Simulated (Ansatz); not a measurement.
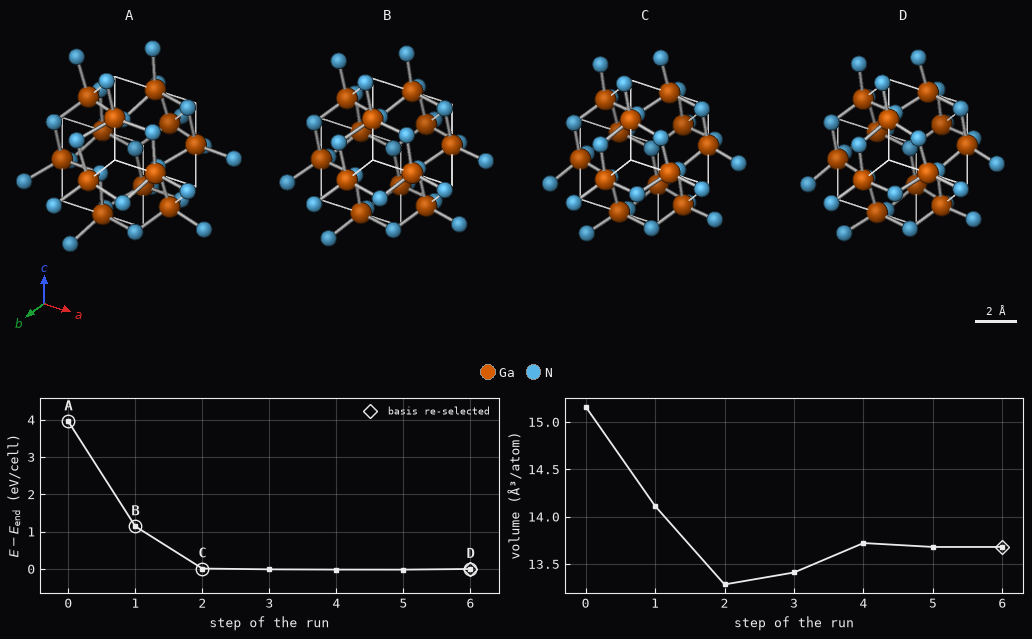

Frames of a relaxation of solid Ga$_{3}$N$_{4}$ (a generated structure, set up in P-43m) (coarse preliminary run), marked on the history of the run. Style: ball-and-stick. Shown: the cell of the calculation, from a free direction.

All numbers below come from Ansatz 0.2.0, DFT PBE, scalar-relativistic, plane waves, PAW.

The input:
```yaml
crystal:
  lattice:
    - [4.73469614, 0.0, 0.0]
    - [0.0, 4.73469614, 0.0]
    - [0.0, 0.0, 4.73469614]
  atoms:
    - { symbol: Ga, position: [0.0, 0.0, 0.5] }
    - { symbol: Ga, position: [0.5, 0.0, 0.0] }
    - { symbol: Ga, position: [0.0, 0.5, 0.0] }
    - { symbol: "N", position: [0.28429461, 0.71570539, 0.28429461] }
    - { symbol: "N", position: [0.71570539, 0.28429461, 0.28429461] }
    - { symbol: "N", position: [0.28429461, 0.28429461, 0.71570539] }
    - { symbol: "N", position: [0.71570539, 0.71570539, 0.71570539] }
basis:
  ecutwfc: 420
kpoints:
  mp_grid: { grid: [4, 4, 4] }
hamiltonian:
  xc: pbe
scf:
  occupations: { method: gaussian, width: 0.1 }
  lower_state_search: "off"
output:
  forces: true
  stress: true
  eigenvalues: true
relax:
  adjacent_minimum: "off"
  f_tol: 0.04
  max_steps: 70
  cell: { stress_tol: 0.4 }
```

Launched with:
```bash
ansatz run input.yaml --threads 1 --pin off --max-ram 2048MiB --backend cpu --events-out ev --progress --plain --runs-dir out
```

### Describe the path.

The largest moves relative to the cell, 0.43 Å, are those of N4, N5, N6 and N7. N4 goes along [−1 1 −1]. Ga stays in place. The volume changes by −9.8 %, with a = b = c 4.735 → 4.575 Å (−3.4 %). Among the contacts that change: Ga1–N4 2.160 → 1.934 Å. Among the angles between lasting bonds that change: N4–Ga1–N5 123.6° → 100.5°, Ga1–N7–Ga2 101.6° → 113.6°, N4–Ga1–N6 102.9° → 114.1°. The space group stays P-43m (No. 215). The energy falls by 3.954 eV per cell of the calculation in 5 accepted moves (6 points after the start). The largest force component goes from 1.6 to 0.002 eV/Å. Pressure: −20.86 GPa at the start and −0.24 GPa at the end. The SCF was repeated once at an unchanged geometry on a basis and grid sized afresh for the cell, which shifted the energy by 17.4 meV per cell of the calculation at most. From step 0 to 1: N atoms move most (0.19 Å), volume −6.9 %, energy −2.812 eV per cell of the calculation. From step 1 to 2: N atoms move most (0.19 Å), volume −5.9 %, energy −1.131 eV per cell of the calculation. From step 2 to 6: N atoms move most (0.05 Å), volume +3.0 %, energy −11.3 meV per cell of the calculation.

| step | E − E(0), meV/atom | largest force component, eV/Å | pressure, GPa | volume, Å³/atom | note |
| --- | --- | --- | --- | --- | --- |
| 0 | 0.00 | 1.6223 | -20.86 | 15.163 |  |
| 1 | -401.74 | 1.1645 | -12.59 | 14.113 |  |
| 2 | -563.29 | 0.1269 | 1.67 | 13.285 |  |
| 3 | -566.34 | 0.0350 | 1.61 | 13.411 |  |
| 4 | -567.24 | 0.0102 | -0.40 | 13.722 |  |
| 5 | -567.40 | 0.0021 | 0.00 | 13.681 |  |
| 6 | -564.91 | 0.0020 | -0.24 | 13.681 | same geometry, new basis |
